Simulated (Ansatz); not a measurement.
**Single-point calculation, with input and output: WS₂**

WS₂ (slab, 6 atoms in the cell), computed with DFT PBE+D3(BJ), scalar-relativistic, plane waves, PAW, PAW set soft_1, no spin polarisation (Ansatz 0.2.0).

The structure derives from an entry of the Crystallography Open Database.

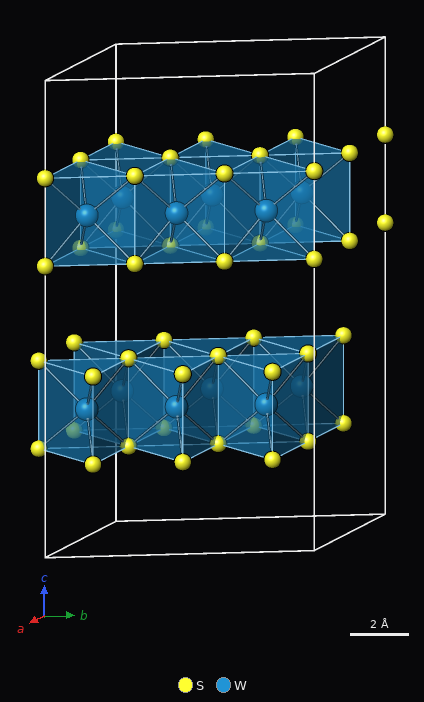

**Figure 1.** The input geometry (polyhedral view of the 2 × 3 repeat of the cell, with the vacuum cut short, seen slightly off an axis; polyhedra are completed across the faces of the cell). An atom can appear more than once, as a periodic image.

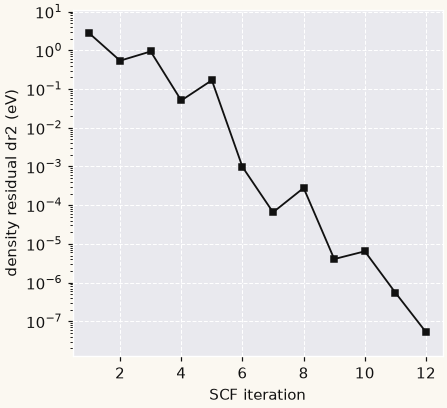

**Figure 2.** Convergence of the self-consistent field: density residual dr2 against the SCF iteration. The residual falls unevenly and jumps up by a factor of two or more 2 times on the way down.

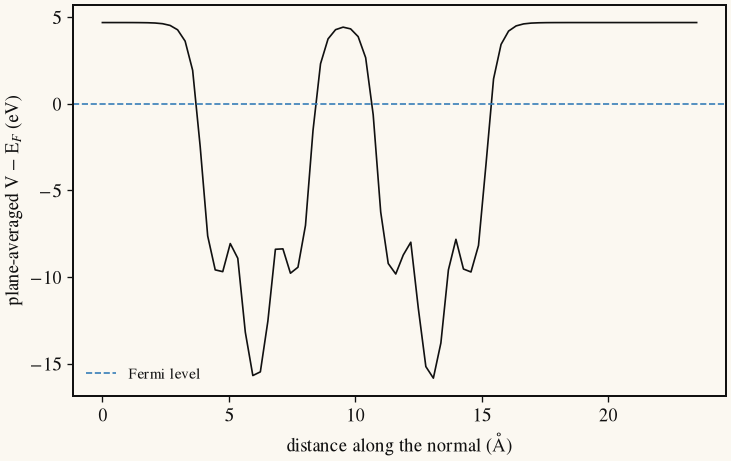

**Figure 3.** Plane average of the electrostatic potential energy of an electron across the cell, from the Fermi level. The vacuum level lies 4.69 eV above the Fermi level.

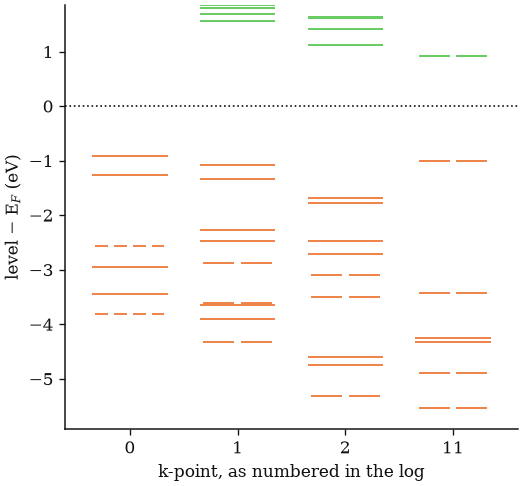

**Figure 4.** Kohn–Sham levels near the Fermi level (dotted) at the few k-points that the log prints; levels within 0.02 eV of each other stand side by side. Among these points the highest filled and lowest empty levels are 1.84 eV apart, which is the gap on the mesh.

The input and output of the run follow.

The input:
```yaml
crystal:
  lattice:
    - [3.1595457497, 0.0, 0.0]
    - [-1.5797728749, 2.7362468836, 0.0]
    - [0.0, 0.0, 23.8042575719]
  atoms:
    - { symbol: S, position: [0.3333333333, 0.6666666667, 0.1890418126] }
    - { symbol: W, position: [0.6666666667, 0.3333333333, 0.2552511581] }
    - { symbol: S, position: [0.3333333333, 0.6666666667, 0.3214605103] }
    - { symbol: S, position: [1.0, 1.0, 0.4806757258] }
    - { symbol: W, position: [0.6666666667, 1.3333333333, 0.5468850713] }
    - { symbol: S, position: [1.0, 1.0, 0.6130944235] }
basis:
  ecutwfc: 420
kpoints:
  mp_grid: { grid: [9, 9, 1] }
hamiltonian:
  xc: pbe
  pseudopotentials: { kind: paw, azcp: { folder: soft_1 } }
  dispersion: d3bj
scf:
  occupations: { method: gaussian, width: 0.05 }
output:
  forces: true
  eigenvalues: true
efield:
  axis: 3
  dipole_correction: true
  ramp_width: 0.04
```

Run as:
```bash
ansatz run input.yaml --threads 1 --pin off --max-ram 3072MiB --backend cpu --events-out ev --progress --plain --runs-dir out
```

The program's output:
```
Engine: ansatz 0.2.0, aarch64-unknown-linux-gnu
Pseudopotentials: kind: paw
Pseudopotential: S, paw, valence charge 6, recommended cutoff 420 eV (normal), [file]
Pseudopotential: W, paw, valence charge 14, recommended cutoff 420 eV (normal), [file]
Functional definition: PBE
  parameter kappa = 0.804
  parameter beta = 0.06672455060314922
  exchange = pbe_x(kappa = kappa, mu = beta*pi^2/3)
  correlation = pbe_c(beta = beta)
Crystal: 6 atoms, lattice volume = 205.795 Å³
Basis set: ecut = 420 eV, 3979 PW (Γ), exchange–correlation on 48×48×320 points (8 copies of the dense FFT grid, shifted against one another)
Bands: 32, of which v1, the nominal top of the filled ones, is band 26 counted from 1 (25 counted from 0)
Symmetry: 6 space group operations
k-points: 12 of 81 (time reversal used)
Non-local potential: S, projectors of the file, l = 0: 2, l = 1: 2, l = 2: 1
Non-local potential: W, projectors of the file, l = 0: 3, l = 1: 2, l = 2: 2, l = 3: 1
PAW form: soft (Blöchl's): semilocal exchange-correlation on the pseudo side does not see the compensation charge
PAW one-centre angular grid: S, 110 points (default); XC on 64 Gauss nodes
PAW one-centre angular grid: W, 590 points (default); XC on 64 Gauss nodes
Initial density: superposition of atomic densities (neutral atoms: chi_scale 0, normalization atom)
Initial wavefunctions: pseudopotential atomic-orbital guess
Functional: x = pbe(κ = 0.804, μ = 0.2195149727645171), c = pbe(β = 0.06672455060314922)
SCF iter   1: F=—  HF=-24387.941826 eV  |F-HF|=—  |Δ(HF+E_count)|=         —  Δρ=3.41e-2  dr2=2.73e0  ethr=3.10e-3  p=0.000 e·Å  D=4.15e-7 V/Å  ΔV_dip=-0.00 eV  dr2_dipole=5.02e-11  V_vac-E_F(+/−)=5.71/5.71 eV  ⟨swp⟩=9.3  Hψ=2241  notcnv=0
efield: sawtooth ramp at fractional position 0.8811 (placed from the atoms, in the widest stretch of the axis that holds none; the zero of the levels goes with the place), width 0.0400; the density the first Hamiltonian is built on has a dipole p = 0.000 e·Å; the dipole correction subtracts the counter field D = 4.15e-7 V/Å, which shifts the + side's vacuum level by -0.00 eV against the − side's; the planar-averaged density in the ramp window peaks in size at 6.6e-7 e/Å³
preconditioner: auto → none  [insulator: Δε(μ)=1.744 eV  Ē_g=8.719 eV  σ=0.050 eV  W_gap=1.00  n_scr=16 (ndim 8)  ℏωp=15.5 eV  f_vac=0.436  D(μ)=0.00/eV (n_scr^D=0)  ε∞_Penn≈4.2]
SCF iter   2: F=—  HF=-24387.199499 eV  |F-HF|=—  |Δ(HF+E_count)|=   7.42e-1  Δρ=1.51e-2  dr2=5.41e-1  ethr=3.10e-3  p=-0.000 e·Å  D=-4.28e-6 V/Å  ΔV_dip=0.00 eV  dr2_dipole=6.61e-7  V_vac-E_F(+/−)=4.96/4.96 eV  ⟨swp⟩=3.8  Hψ=1043  notcnv=0  defer=20
SCF iter   3: F=—  HF=-24387.257443 eV  |F-HF|=—  |Δ(HF+E_count)|=   5.79e-2  Δρ=1.26e-2  dr2=9.37e-1  ethr=1.04e-3  p=-0.001 e·Å  D=-4.69e-4 V/Å  ΔV_dip=0.01 eV  dr2_dipole=1.40e-5  V_vac-E_F(+/−)=4.29/4.28 eV  ⟨swp⟩=3.8  Hψ=808  notcnv=0  defer=20
SCF iter   4: F=—  HF=-24387.116249 eV  |F-HF|=—  |Δ(HF+E_count)|=   1.41e-1  Δρ=5.56e-3  dr2=5.07e-2  ethr=1.04e-3  p=0.001 e·Å  D=4.81e-4 V/Å  ΔV_dip=-0.01 eV  dr2_dipole=1.52e-5  V_vac-E_F(+/−)=4.75/4.76 eV  ⟨swp⟩=3.3  Hψ=737  notcnv=0  defer=19
SCF iter   5: F=—  HF=-24387.125981 eV  |F-HF|=—  |Δ(HF+E_count)|=   9.73e-3  Δρ=2.57e-3  dr2=1.69e-1  ethr=9.74e-5  p=-0.003 e·Å  D=-2.83e-3 V/Å  ΔV_dip=0.07 eV  dr2_dipole=5.07e-4  V_vac-E_F(+/−)=4.95/4.88 eV  ⟨swp⟩=4.3  Hψ=802  notcnv=0  defer=19
SCF iter   6: F=—  HF=-24387.110298 eV  |F-HF|=—  |Δ(HF+E_count)|=   1.57e-2  Δρ=4.80e-4  dr2=9.73e-4  ethr=9.74e-5  p=-0.000 e·Å  D=-1.63e-4 V/Å  ΔV_dip=0.00 eV  dr2_dipole=1.17e-6  V_vac-E_F(+/−)=4.71/4.71 eV  ⟨swp⟩=3.3  Hψ=590  notcnv=0  defer=19
SCF iter   7: F=—  HF=-24387.110305 eV  |F-HF|=—  |Δ(HF+E_count)|=   7.69e-6  Δρ=1.15e-4  dr2=6.55e-5  ethr=1.87e-6  p=-0.001 e·Å  D=-5.17e-4 V/Å  ΔV_dip=0.01 eV  dr2_dipole=1.03e-5  V_vac-E_F(+/−)=4.69/4.68 eV  ⟨swp⟩=3.0  Hψ=744  notcnv=0  defer=19
SCF iter   8: F=—  HF=-24387.110269 eV  |F-HF|=—  |Δ(HF+E_count)|=   3.66e-5  Δρ=1.28e-4  dr2=2.79e-4  ethr=1.26e-7  p=0.002 e·Å  D=1.52e-3 V/Å  ΔV_dip=-0.04 eV  dr2_dipole=1.53e-4  V_vac-E_F(+/−)=4.67/4.71 eV  ⟨swp⟩=2.6  Hψ=691  notcnv=0  defer=19
SCF iter   9: F=—  HF=-24387.110229 eV  |F-HF|=—  |Δ(HF+E_count)|=   3.97e-5  Δρ=3.34e-5  dr2=4.06e-6  ethr=1.26e-7  p=-0.000 e·Å  D=-7.18e-5 V/Å  ΔV_dip=0.00 eV  dr2_dipole=3.05e-7  V_vac-E_F(+/−)=4.69/4.69 eV  ⟨swp⟩=2.3  Hψ=581  notcnv=0  defer=19
SCF iter  10: F=—  HF=-24387.110230 eV  |F-HF|=—  |Δ(HF+E_count)|=   3.84e-7  Δρ=2.96e-5  dr2=6.43e-6  ethr=7.81e-9  p=0.000 e·Å  D=9.35e-6 V/Å  ΔV_dip=-0.00 eV  dr2_dipole=2.82e-8  V_vac-E_F(+/−)=4.69/4.69 eV  ⟨swp⟩=3.2  Hψ=766  notcnv=0  defer=19
SCF iter  11: F=—  HF=-24387.110229 eV  |F-HF|=—  |Δ(HF+E_count)|=   8.74e-7  Δρ=9.58e-6  dr2=5.47e-7  ethr=7.81e-9  p=-0.000 e·Å  D=-1.35e-5 V/Å  ΔV_dip=0.00 eV  dr2_dipole=1.98e-9  V_vac-E_F(+/−)=4.69/4.69 eV  ⟨swp⟩=2.0  Hψ=522  notcnv=0  defer=19
SCF iter  12: F=-24387.110229 eV  HF=-24387.110229 eV  |F-HF|=3.98e-8  |Δ(HF+E_count)|=   7.35e-8  Δρ=3.66e-6  dr2=5.24e-8  ethr=1.92e-10  p=-0.000 e·Å  D=-4.03e-7 V/Å  ΔV_dip=0.00 eV  dr2_dipole=4.86e-11  V_vac-E_F(+/−)=4.69/4.69 eV  ⟨swp⟩=14.0  Hψ=2262  notcnv=0
SCF 1 converged in 12 iterations: F = -24387.110229 eV  dr2 = 5.24e-8
  greatest PAW one-centre occupation: 0.999 electrons in one spin orbital (limit 2), on the W atom at site 1 (counted from 0), in its partial waves of l = 0
SCF converged after 12 iterations
Free energy (F): -24387.110229 eV
Harris-Foulkes:  -24387.110229 eV  (|F-HF|=3.98e-8)
Internal energy: -24387.110229 eV  (E = F + TS)
E sigma→0 (E₀):  -24387.110229 eV
Fermi energy:    3.964219 eV
Dipole field:    D = 0.000009 V/Å  (p = 0.000010 e·Å, saw-weighted, corrected)
Work function:   Φ+ = 4.6881 eV   Φ− = 4.6883 eV
Levels:          The Fermi level and band energies are counted from a zero that moves with the ramp; work functions are not
--- Per-component energies (eV) ---
  E_band       = -794.351207
  E_kinetic    = 1268.443451
  E_local      = -28588.690283  (includes V_loc(G=0)·N_el)
  E_nonlocal   = 87.595374
  E_hartree    = 13797.759322
  E_xc         = -891.827061
  E_vxc        = -794.736375  (∫ρ·V_xc dr)
  E_paw        = -19589.380062  (= ΣΔE_a)
  E_vpaw       = -362.498452  (= ΣTr[D̂ρ^β])
  E_aug_tail   = 0.000309  (compensation charges beyond the density's cutoff)
  E_efield     = 0.000000  (sawtooth field / dipole correction)
  E_vefield    = 0.000000  (∫n·V_field dr)
  E_ewald      = 9531.049539
  E_disp       = -2.060819  (pairwise vdW)
  E_smearing   = -0.000000  (= −TS)
  E_closure    = 0.000000  (closes the sum)
  Σ components = -24387.110229   (vs F -24387.110229, Δ=0.00e0)
--- Forces (eV/Å), atoms counted from 1 ---
  atom   1  S      0.00000000     0.00000000     0.00587905
  atom   2  W     -0.00000000    -0.00000000     0.04251415
  atom   3  S      0.00000000     0.00000000     0.06695982
  atom   4  S      0.00000000    -0.00000000    -0.06702182
  atom   5  W      0.00000000     0.00000000    -0.04250348
  atom   6  S      0.00000000    -0.00000000    -0.00582230
  max |Σ_I F_I| component: 5.42e-6 eV/Å
--- Band table (eV; the first three rows and the last of 12) ---
  k-point 0: bands = ["-70.9868", "-70.9866", "-35.2530", "-35.2528", "-35.0747", "-35.0747", "-35.0745", "-35.0745", "-11.8797", "-11.8566", "-10.2557", "-10.2083", "-3.5482", "-3.3785", "0.1502", "0.1502", "0.1517", "0.1517", "0.5175", "1.0151", "1.3975", "1.3975", "1.3986", "1.3986", "2.6953", "3.0438", "5.8973", "5.8973", "5.9125", "5.9125", "6.0323", "6.0323"]
  k-point 1: bands = ["-70.9846", "-70.9844", "-35.2452", "-35.2450", "-35.1178", "-35.1176", "-35.0847", "-35.0845", "-11.6727", "-11.6496", "-10.1771", "-10.1325", "-3.3021", "-3.1325", "-0.3640", "-0.3612", "0.0559", "0.3238", "0.3516", "0.3539", "1.0844", "1.0881", "1.4968", "1.6916", "2.6308", "2.8837", "5.5234", "5.6511", "5.7610", "5.8139", "5.8537", "5.8719"]
  k-point 2: bands = ["-70.9791", "-70.9789", "-35.2254", "-35.2254", "-35.2252", "-35.2252", "-35.1099", "-35.1097", "-11.1076", "-11.0853", "-9.9638", "-9.9270", "-2.7307", "-2.5762", "-1.3515", "-1.3425", "-0.7747", "-0.6373", "0.4590", "0.4646", "0.8633", "0.8684", "1.2533", "1.4883", "2.1940", "2.2826", "5.0812", "5.3779", "5.5729", "5.5958", "5.9653", "6.1393"]
  k-point 11: bands = ["-70.9659", "-70.9656", "-35.3426", "-35.3423", "-35.3077", "-35.3074", "-35.1777", "-35.1774", "-9.3464", "-9.3463", "-9.2758", "-9.2757", "-2.8599", "-2.8597", "-2.4513", "-2.4252", "-1.5652", "-1.5651", "-0.9331", "-0.9330", "-0.3524", "-0.2963", "0.5292", "0.5293", "2.9665", "2.9666", "4.8864", "4.8867", "6.2418", "6.2419", "7.0479", "7.0481"]
```

Key numbers:

| quantity | value |
| --- | --- |
| outcome | converged |
| electrons treated | 52 |
| free energy | −24387.1102 eV |
| work function, top face | 4.69 eV |
| work function, bottom face | 4.69 eV |
| Fermi energy | 3.964 eV |
| gap on the k-point mesh | 1.84 eV |
| work function (upper face) | 4.69 eV |
| largest force (length of the vector) | 0.067 eV/Å |
| hardware | 1 thread of Arm Neoverse N1, 24 GiB of memory available, shared host |
| wall time | 18 s |
| peak memory | 0.38 GiB |

Spin–orbit coupling is left out, which matters for W.
